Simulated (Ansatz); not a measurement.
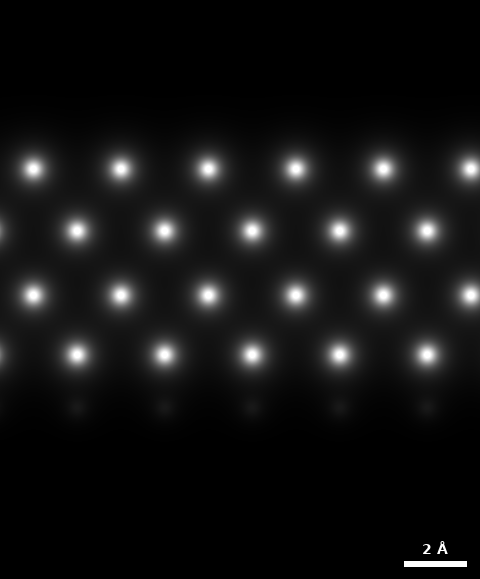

Cross-section of a (100) slab of Ti (Fm-3m) with overall composition Ti4H, seen along a direction in its plane, the normal pointing up. Computed as the sum of neutral-atom potentials (tabulated electron scattering factors, B = 0.8 Å²) projected along the beam and smoothed by 0.25 Å; brighter is more positive. Model: coordinates from a relaxation in a fixed cell under constraints with Ansatz 0.2.0, DFT PBEsol, scalar-relativistic, plane waves, PAW.

How many atomic planes does the slab have, and what do they hold from top to bottom?

5 planes (atoms within 0.35 Å in height count as one plane):

```json
{"plane": "1", "content": "Ti", "depth below the top plane (Å)": "0.0"}
{"plane": "2", "content": "Ti", "depth below the top plane (Å)": "2.0"}
{"plane": "3", "content": "Ti", "depth below the top plane (Å)": "4.1"}
{"plane": "4", "content": "Ti", "depth below the top plane (Å)": "6.1"}
{"plane": "5", "content": "H", "depth below the top plane (Å)": "7.8"}
```

How thick is it, and how does it end on either side?

The outermost planes are 7.8 Å apart. The upper face ends in Ti and the lower in H, so the sequence of planes is different from the two sides.
